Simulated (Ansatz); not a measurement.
## A series of single points on GeS

System: GeS (Pnma, 8 atoms in the cell).
Method: DFT PBE, scalar-relativistic, plane waves, PAW, no spin polarisation (Ansatz 0.2.0).

The 7 runs differ only in the geometry, by a strain of the cell at fixed fractional positions. Against run 4, the strain is εxx = η. The structure derives from an entry of the Crystallography Open Database.

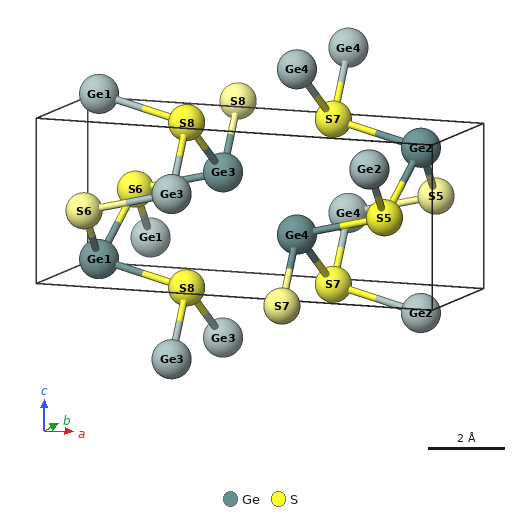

Figure 1. The structure of run 4 (ball-and-stick view of the cell of the calculation, seen slightly off an axis; neighbours outside the cell are drawn fainter; atoms are numbered from 1 in the order of the input).

### Input of run 4
```yaml
crystal:
  lattice:
    - [11.3195371108, 0.0, 0.0]
    - [0.0, 3.6678294942, 0.0]
    - [0.0, 0.0, 4.4504162674]
  atoms:
    - { symbol: Ge, position: [0.1259048197, 0.25, 0.1349203576] }
    - { symbol: Ge, position: [0.8740951803, 0.75, 0.8650796424] }
    - { symbol: Ge, position: [0.3740951803, 0.75, 0.6349203576] }
    - { symbol: Ge, position: [0.6259048197, 0.25, 0.3650796424] }
    - { symbol: S, position: [0.8471176922, 0.25, 0.50255968] }
    - { symbol: S, position: [0.1528823078, 0.75, 0.49744032] }
    - { symbol: S, position: [0.6528823078, 0.75, 0.00255968] }
    - { symbol: S, position: [0.3471176922, 0.25, 0.99744032] }
basis:
  ecutwfc: 420
kpoints:
  mp_grid: { grid: [4, 8, 6] }
hamiltonian:
  xc: pbe
scf:
  occupations: { method: gaussian, width: 0.05 }
output:
  forces: true
  stress: true
  eigenvalues: true
```

Command:
```bash
ansatz run input.yaml --threads 2 --pin off --max-ram 5120MiB --backend cpu --events-out ev --progress --plain --runs-dir out
```

Lattice vectors (Å) and fractional positions of run 4:
```
  11.319537    0.000000    0.000000
   0.000000    3.667829    0.000000
   0.000000    0.000000    4.450416
Ge  0.125905  0.250000  0.134920
Ge  0.874095  0.750000  0.865080
Ge  0.374095  0.750000  0.634920
Ge  0.625905  0.250000  0.365080
S   0.847118  0.250000  0.502560
S   0.152882  0.750000  0.497440
S   0.652882  0.750000  0.002560
S   0.347118  0.250000  0.997440
```

Run 6 differs from it as follows:
```diff
-    - [11.3195371108, 0.0, 0.0]
+    - [11.7238062933, 0.0, 0.0]
```

### Results, with one run withheld

```csv
run,strain parameter η (%),"free energy per atom, from the lowest run given (meV)",pressure (GPa),gap on the mesh (eV)
1,−14.2857,104.38,8.70,1.15
2,−11.9048,51.88,5.81,1.29
3,−2.3810,0.00,−1.22,1.07
4,0.0000,11.75,−2.20,0.93
5,2.3810,28.84,−2.98,0.83
6,3.5714,?,?,?
7,4.7619,49.59,−3.58,0.78
```

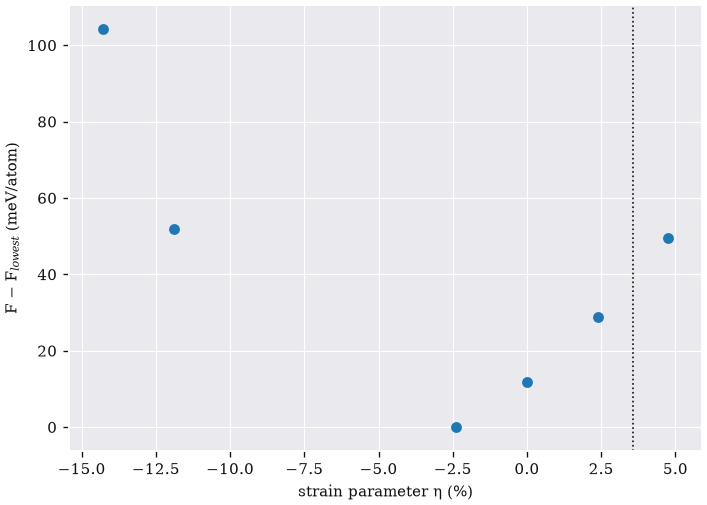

Figure 2. Free energy per atom of the runs given; the dotted line marks run 6.

Estimate the energy of run 6 from the others.

A cubic polynomial in the coordinate, fitted to the 6 runs given, misses them by at most 0.56 meV per atom. With x = η + 3.5714, it reads F = −4.0784 + 2.0697 x + 0.7896 x² − 0.032346 x³ (meV per atom). At run 6 it gives 39.20 meV per atom, and the run itself gives 38.85. The fit has its minimum at η = −4.7907 %. The gap on the mesh lies between 0.78 eV (run 7) and 1.29 eV (run 2); run 6 has 0.80 eV. These are gaps of this functional on this mesh, which can miss the band edges; they aren't the measured gap.

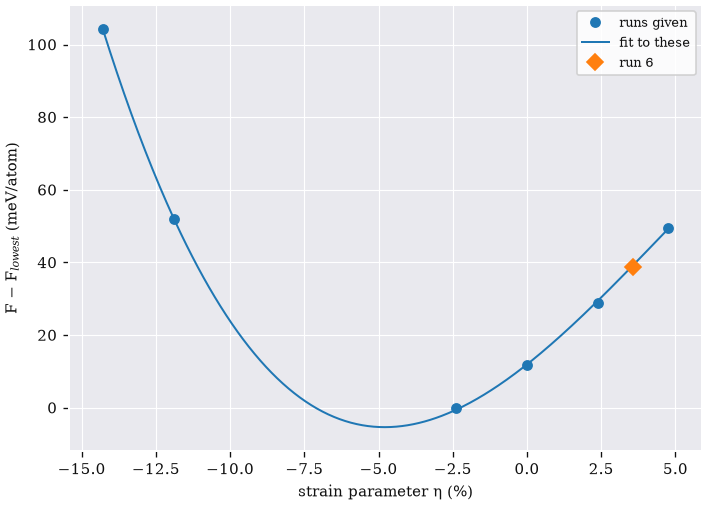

Figure 3. The fit and the withheld run.

### Output, shortened to warnings, some set-up lines, iterations and results (run 6)
```
Basis set: ecut = 420 eV, 3765 PW (Γ), exchange–correlation on 160×50×60 points (8 copies of the dense FFT grid, shifted against one another)
Symmetry: 8 space group operations
k-points: 60 of 192
Initial density: superposition of atomic densities (neutral atoms: chi_scale 0, normalization atom), corrected by the library's trained network
[...]
SCF iter   1: F=—  HF=-20789.983609 eV  |F-HF|=—  |Δ(HF+E_count)|=         —  Δρ=1.87e-3  dr2=8.27e-3  ethr=1.77e-3  ⟨swp⟩=6.3  Hψ=10822  notcnv=0
SCF iter   2: F=—  HF=-20789.981023 eV  |F-HF|=—  |Δ(HF+E_count)|=   2.59e-3  Δρ=9.79e-4  dr2=1.92e-3  ethr=1.03e-5  ⟨swp⟩=2.7  Hψ=5845  notcnv=0  defer=11
SCF iter   3: F=—  HF=-20789.981414 eV  |F-HF|=—  |Δ(HF+E_count)|=   3.92e-4  Δρ=3.30e-4  dr2=2.36e-4  ethr=2.40e-6  ⟨swp⟩=2.0  Hψ=5104  notcnv=0  defer=4
SCF iter   4: F=—  HF=-20789.981332 eV  |F-HF|=—  |Δ(HF+E_count)|=   8.22e-5  Δρ=1.27e-4  dr2=4.65e-5  ethr=2.95e-7  ⟨swp⟩=2.0  Hψ=5110  notcnv=0  defer=4
SCF iter   5: F=—  HF=-20789.981545 eV  |F-HF|=—  |Δ(HF+E_count)|=   2.13e-4  Δρ=4.09e-5  dr2=4.29e-6  ethr=5.81e-8  ⟨swp⟩=3.0  Hψ=5110  notcnv=0  defer=4
SCF iter   6: F=—  HF=-20789.981548 eV  |F-HF|=—  |Δ(HF+E_count)|=   2.52e-6  Δρ=7.72e-6  dr2=1.24e-7  ethr=5.36e-9  ⟨swp⟩=2.0  Hψ=5110  notcnv=0  defer=4
SCF iter   7: F=-20789.981548 eV  HF=-20789.981548 eV  |F-HF|=1.15e-9  |Δ(HF+E_count)|=   1.79e-7  Δρ=1.74e-6  dr2=5.33e-9  ethr=1.25e-10  ⟨swp⟩=7.6  Hψ=10616  notcnv=0
SCF 1 converged in 7 iterations: F = -20789.981548 eV  dr2 = 5.33e-9
SCF converged after 7 iterations
Free energy (F): -20789.981548 eV
Harris-Foulkes:  -20789.981548 eV  (|F-HF|=1.15e-9)
Internal energy: -20789.981548 eV  (E = F + TS)
E sigma→0 (E₀):  -20789.981548 eV
Fermi energy:    6.050570 eV
--- Per-component energies (eV) ---
  E_band       = -734.837340
  E_kinetic    = 853.928639
  E_local      = -10848.593500  (includes V_loc(G=0)·N_el)
  E_nonlocal   = 1769.524915
  E_hartree    = 4661.208959
  E_xc         = -684.384973
  E_vxc        = -598.587568  (∫ρ·V_xc dr)
  E_paw        = -10459.982092  (= ΣΔE_a)
  E_vpaw       = -1233.526132  (= ΣTr[D̂ρ^β])
  E_aug_tail   = 0.001236  (compensation charges beyond the density's cutoff)
  E_ewald      = -6081.684732
  E_smearing   = -0.000000  (= −TS)
  E_closure    = -0.000000  (closes the sum)
  Σ components = -20789.981548   (vs F -20789.981548, Δ=0.00e0)
--- Forces (eV/Å), atoms counted from 1 ---
  atom   1  Ge     0.57233486     0.00000000     0.18558831
  atom   2  Ge    -0.57233486     0.00000000    -0.18558831
  atom   3  Ge    -0.57233486     0.00000000     0.18558831
  atom   4  Ge     0.57233486     0.00000000    -0.18558831
  atom   5  S     -0.42145858     0.00000000     0.14460364
  atom   6  S      0.42145858     0.00000000    -0.14460364
  atom   7  S      0.42145858     0.00000000     0.14460364
  atom   8  S     -0.42145858     0.00000000    -0.14460364
  max |Σ_I F_I| component: 1.11e-16 eV/Å
--- Stress (GPa, compression-positive) ---
       -6.061353       0.000000       0.000000
        0.000000      -2.104782       0.000000
        0.000000       0.000000      -1.729537
  P = ⅓ Tr σ = -3.2986 GPa (-32.986 kbar)
```
